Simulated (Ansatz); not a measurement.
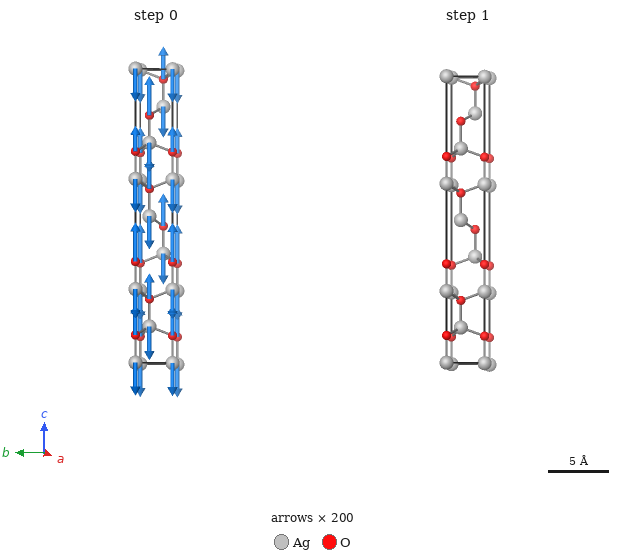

The structure of a crystal of AgO (a generated structure, set up in P6_3mc) before (left) and after (right) a relaxation, at one scale. The blue arrows give the displacements (the part carried along by the change of the cell is left out), 200 times their true length.

A ball-and-stick model of the cell of the calculation, seen from a free direction.

Case: stacking ABACBABC.

These are results of DFT PBE, scalar-relativistic, plane waves, PAW (Ansatz), not measurements.

Input
```yaml
crystal:
  lattice:
    - [3.4147153714, 0.0, 0.0]
    - [-1.7073576857, 2.9572302583, 0.0]
    - [0.0, 0.0, 24.8881249528]
  atoms:
    - { symbol: Ag, position: [0.0, 0.0, 0.0] }
    - { symbol: O, position: [0.0, 0.0, 0.09375] }
    - { symbol: Ag, position: [0.3333333333, 0.6666666667, 0.125] }
    - { symbol: O, position: [0.3333333333, 0.6666666667, 0.21875] }
    - { symbol: Ag, position: [0.0, 0.0, 0.25] }
    - { symbol: O, position: [0.0, 0.0, 0.34375] }
    - { symbol: Ag, position: [0.6666666667, 0.3333333333, 0.375] }
    - { symbol: O, position: [0.6666666667, 0.3333333333, 0.46875] }
    - { symbol: Ag, position: [0.3333333333, 0.6666666667, 0.5] }
    - { symbol: O, position: [0.3333333333, 0.6666666667, 0.59375] }
    - { symbol: Ag, position: [0.0, 0.0, 0.625] }
    - { symbol: O, position: [0.0, 0.0, 0.71875] }
    - { symbol: Ag, position: [0.3333333333, 0.6666666667, 0.75] }
    - { symbol: O, position: [0.3333333333, 0.6666666667, 0.84375] }
    - { symbol: Ag, position: [0.6666666667, 0.3333333333, 0.875] }
    - { symbol: O, position: [0.6666666667, 0.3333333333, 0.96875] }
basis:
  ecutwfc: 420
kpoints:
  mp_grid: { grid: [15, 15, 2] }
hamiltonian:
  xc: pbe
scf:
  occupations: { method: gaussian, width: 0.1 }
output:
  forces: true
  stress: true
  eigenvalues: true
  populations: true
relax:
  adjacent_minimum: "off"
  f_tol: 0.01
  max_steps: 45
  cell: { stress_tol: 0.05 }
```

Command:
```bash
ansatz run input.yaml --threads 1 --pin off --max-ram 2560MiB --backend cpu --events-out ev --progress --plain --runs-dir out
```

> Describe what moved and what it gained.

The run was cut off at its time limit before the relaxation converged, so the last structure is only a point on the way. The energy falls by 18.2 meV per atom in 1 geometry step. The largest force component goes from 0.37 to 0.19 eV/Å. Pressure: 3.31 GPa at the start and 0.50 GPa at the end. The largest moves relative to the cell, 0.017 Å, are those of O6 and O14. O14 goes along +c. Largest moves by element: O 0.017 Å, Ag 0.014 Å. Cell: a = b 3.415 → 3.498 Å (+2.4 %), c 24.888 → 24.263 Å (−2.5 %). Volume +2.3 %. Near-neighbour distances that change, for instance: Ag11–O12 2.333 → 2.300 Å, Ag1–O16 2.119 → 2.148 Å. The space group stays P6_3mc (No. 186). Cost: 3.3 min on 1 thread of AMD EPYC 9R45 96-Core Processor (Zen 5) (shared host), peak memory 1.3 GiB.
